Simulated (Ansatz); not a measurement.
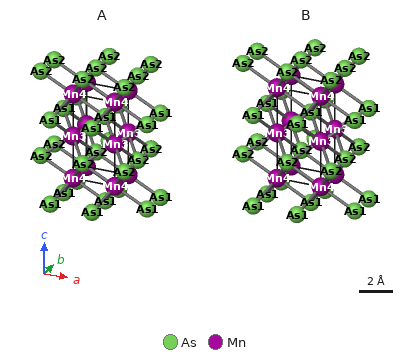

Two geometries of solid MnAs (set up in P6_3/mmc), drawn at one scale. One is the start of a relaxation, the other its converged end. Style: ball-and-stick. Shown: the cell of the calculation, slightly off an axis.

Computed with Kohn-Sham DFT of a periodic cell, PBEsol with D4, Ansatz PAW (Ansatz). (plane-wave cutoff 420 eV; k-point mesh 8 × 8 × 5; occupations fermi-dirac; smearing width 0.05 eV; collinear spin; cell and atoms relaxed; force threshold 0.01 eV/Å; at most 40 steps)

Q: Which one is relaxed?

A: Structure A is the relaxed one. The run lets cell and atoms move. The energy falls by 111 meV per atom in 5 accepted moves (6 points after the start). All forces vanish by symmetry, so only the cell relaxes. Pressure: −10.70 GPa at the start and −0.01 GPa at the end. The SCF was repeated once at an unchanged geometry on a basis and grid sized afresh for the cell, which shifted the energy by 0.5 meV per atom at most. The atoms keep their places relative to the cell (all moves are under 0.005 Å). The drawn cell changes as follows: a = b 3.710 → 3.536 Å (−4.7 %), c 5.691 → 5.299 Å (−6.9 %); the volume changes by −15.4 %. Some distances before and after: Mn3–Mn4 2.845 → 2.650 Å, As1–Mn3 2.571 → 2.433 Å. The space group stays P6_3/mmc (No. 194).

Limits of the set-up: only the magnetic order of this start and cell was tried (total moment 4.6 μB per cell).
